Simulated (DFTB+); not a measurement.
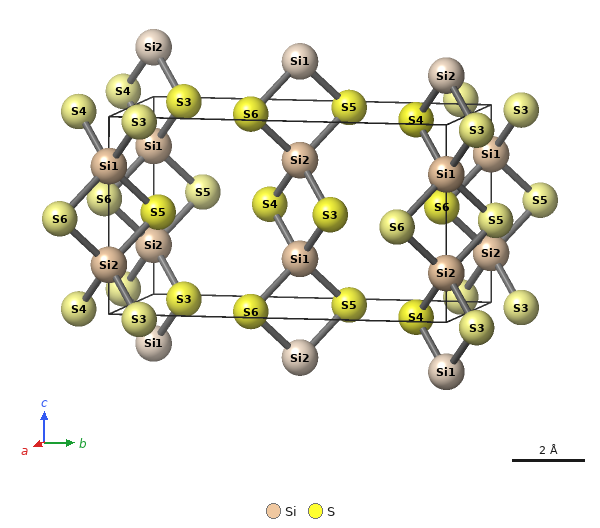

Figure 1. The structure as given in the input (ball-and-stick view of the cell 2 times as large as that of the calculation, set on its symmetry axes, seen slightly off an axis; neighbours outside the cell are drawn fainter; atoms are numbered from 1 in the order of the input).

**Single-point calculation, with input and output: SiS₂ (part 1 of 2)**

- system: SiS₂ (Ibam, 6 atoms in the cell)
- method: GFN1-xTB tight binding with k points (DFTB+ 25.1)

The structure derives from an entry of the Crystallography Open Database. The geometry comes from this level: r2scan-rvv10.

What the program printed
```
|===============================================================================
|
|  DFTB+ development version (commit: a23bfb2)
|
|
|===============================================================================
|
|  When publishing results obtained with DFTB+, please cite the following
|  reference:
|
|    Recent Developments in DFTB+, a Software Package for Efficient Atomistic
|    Quantum Mechanical Simulations, J. Phys. Chem. A 129, 5373−5390 (2025).
|
|  You should also cite additional publications crediting the parametrization
|  data you use. Please consult the documentation of the SK-files for the
|  references.
|
|===============================================================================

Reading input file 'dftb_in.hsd'
Parser version: 14

--------------------------------------------------------------------------------

Processed input in HSD format written to 'dftb_pin.hsd'

Starting initialization...
--------------------------------------------------------------------------------
WARNING!
-> Dipole printed for extended system : value printed is not well defined
OpenMP threads:              1
Chosen random seed:          593057710
Current stacksize:           unlimited
Mode:                        Static calculation
Self consistent charges:     Yes
SCC-tolerance:                 0.100000E-06
Max. scc iterations:                    150
Shell resolved Hubbard:      Yes
Spin polarisation:           No
Nr. of up electrons:            16.000000
Nr. of down electrons:          16.000000
Periodic boundaries:         Yes
Electronic solver:           Relatively robust
Mixer:                       Broyden mixer
Mixing parameter:                  0.200000
Nr. of chrg. vec. in memory:            150
Max. SCC-cycles:                        150
tblite library version:      0.3.0
-> parametrization:          GFN1-xTB
-> repulsion:                Yes
-> dispersion:               Yes
-> halogen bonding:          Yes
-> electrostatics:           Yes
   -> isotropic:             Yes
   -> anisotropic:           No
   -> third-order:           Yes
Electronic temperature:              0.734986E-03 H      0.200000E-01 eV
Initial charges:             Set automatically (system chrg:   0.000E+00)
Included shells:            Si:  s, p, d
                             S:  s, p, d
K-points and weights:           1:  0.000000  0.000000  0.000000     0.004630
                                2:  0.000000  0.000000  0.166667     0.009259
                                3:  0.000000  0.000000  0.333333     0.009259
                                4:  0.000000  0.000000  0.500000     0.004630
                                5:  0.000000  0.166667  0.000000     0.009259
                                6:  0.000000  0.166667  0.166667     0.009259
                                7:  0.000000  0.166667  0.333333     0.009259
                                8:  0.000000  0.166667  0.500000     0.009259
                                9:  0.000000  0.166667  0.666667     0.009259
                               10:  0.000000  0.166667  0.833333     0.009259
                               11:  0.000000  0.333333  0.000000     0.009259
                               12:  0.000000  0.333333  0.166667     0.009259
                               13:  0.000000  0.333333  0.333333     0.009259
                               14:  0.000000  0.333333  0.500000     0.009259
                               15:  0.000000  0.333333  0.666667     0.009259
                               16:  0.000000  0.333333  0.833333     0.009259
                               17:  0.000000  0.500000  0.000000     0.004630
                               18:  0.000000  0.500000  0.166667     0.009259
                               19:  0.000000  0.500000  0.333333     0.009259
                               20:  0.000000  0.500000  0.500000     0.004630
                               21:  0.166667  0.000000  0.000000     0.009259
                               22:  0.166667  0.000000  0.166667     0.009259
                               23:  0.166667  0.000000  0.333333     0.009259
                               24:  0.166667  0.000000  0.500000     0.009259
                               25:  0.166667  0.000000  0.666667     0.009259
                               26:  0.166667  0.000000  0.833333     0.009259
                               27:  0.166667  0.166667  0.000000     0.009259
                               28:  0.166667  0.166667  0.166667     0.009259
                               29:  0.166667  0.166667  0.333333     0.009259
                               30:  0.166667  0.166667  0.500000     0.009259
                               31:  0.166667  0.166667  0.666667     0.009259
                               32:  0.166667  0.166667  0.833333     0.009259
                               33:  0.166667  0.333333  0.000000     0.009259
                               34:  0.166667  0.333333  0.166667     0.009259
                               35:  0.166667  0.333333  0.333333     0.009259
                               36:  0.166667  0.333333  0.500000     0.009259
                               37:  0.166667  0.333333  0.666667     0.009259
                               38:  0.166667  0.333333  0.833333     0.009259
                               39:  0.166667  0.500000  0.000000     0.009259
                               40:  0.166667  0.500000  0.166667     0.009259
                               41:  0.166667  0.500000  0.333333     0.009259
                               42:  0.166667  0.500000  0.500000     0.009259
                               43:  0.166667  0.500000  0.666667     0.009259
                               44:  0.166667  0.500000  0.833333     0.009259
                               45:  0.166667  0.666667  0.000000     0.009259
                               46:  0.166667  0.666667  0.166667     0.009259
                               47:  0.166667  0.666667  0.333333     0.009259
                               48:  0.166667  0.666667  0.500000     0.009259
                               49:  0.166667  0.666667  0.666667     0.009259
                               50:  0.166667  0.666667  0.833333     0.009259
                               51:  0.166667  0.833333  0.000000     0.009259
                               52:  0.166667  0.833333  0.166667     0.009259
                               53:  0.166667  0.833333  0.333333     0.009259
                               54:  0.166667  0.833333  0.500000     0.009259
                               55:  0.166667  0.833333  0.666667     0.009259
                               56:  0.166667  0.833333  0.833333     0.009259
                               57:  0.333333  0.000000  0.000000     0.009259
                               58:  0.333333  0.000000  0.166667     0.009259
                               59:  0.333333  0.000000  0.333333     0.009259
                               60:  0.333333  0.000000  0.500000     0.009259
                               61:  0.333333  0.000000  0.666667     0.009259
                               62:  0.333333  0.000000  0.833333     0.009259
                               63:  0.333333  0.166667  0.000000     0.009259
                               64:  0.333333  0.166667  0.166667     0.009259
                               65:  0.333333  0.166667  0.333333     0.009259
                               66:  0.333333  0.166667  0.500000     0.009259
                               67:  0.333333  0.166667  0.666667     0.009259
                               68:  0.333333  0.166667  0.833333     0.009259
                               69:  0.333333  0.333333  0.000000     0.009259
                               70:  0.333333  0.333333  0.166667     0.009259
                               71:  0.333333  0.333333  0.333333     0.009259
                               72:  0.333333  0.333333  0.500000     0.009259
                               73:  0.333333  0.333333  0.666667     0.009259
                               74:  0.333333  0.333333  0.833333     0.009259
                               75:  0.333333  0.500000  0.000000     0.009259
                               76:  0.333333  0.500000  0.166667     0.009259
                               77:  0.333333  0.500000  0.333333     0.009259
                               78:  0.333333  0.500000  0.500000     0.009259
                               79:  0.333333  0.500000  0.666667     0.009259
                               80:  0.333333  0.500000  0.833333     0.009259
                               81:  0.333333  0.666667  0.000000     0.009259
                               82:  0.333333  0.666667  0.166667     0.009259
                               83:  0.333333  0.666667  0.333333     0.009259
                               84:  0.333333  0.666667  0.500000     0.009259
                               85:  0.333333  0.666667  0.666667     0.009259
                               86:  0.333333  0.666667  0.833333     0.009259
                               87:  0.333333  0.833333  0.000000     0.009259
                               88:  0.333333  0.833333  0.166667     0.009259
                               89:  0.333333  0.833333  0.333333     0.009259
                               90:  0.333333  0.833333  0.500000     0.009259
                               91:  0.333333  0.833333  0.666667     0.009259
                               92:  0.333333  0.833333  0.833333     0.009259
                               93:  0.500000  0.000000  0.000000     0.004630
                               94:  0.500000  0.000000  0.166667     0.009259
                               95:  0.500000  0.000000  0.333333     0.009259
                               96:  0.500000  0.000000  0.500000     0.004630
                               97:  0.500000  0.166667  0.000000     0.009259
                               98:  0.500000  0.166667  0.166667     0.009259
                               99:  0.500000  0.166667  0.333333     0.009259
                              100:  0.500000  0.166667  0.500000     0.009259
                              101:  0.500000  0.166667  0.666667     0.009259
                              102:  0.500000  0.166667  0.833333     0.009259
                              103:  0.500000  0.333333  0.000000     0.009259
                              104:  0.500000  0.333333  0.166667     0.009259
                              105:  0.500000  0.333333  0.333333     0.009259
                              106:  0.500000  0.333333  0.500000     0.009259
                              107:  0.500000  0.333333  0.666667     0.009259
                              108:  0.500000  0.333333  0.833333     0.009259
                              109:  0.500000  0.500000  0.000000     0.004630
                              110:  0.500000  0.500000  0.166667     0.009259
                              111:  0.500000  0.500000  0.333333     0.009259
                              112:  0.500000  0.500000  0.500000     0.004630
```
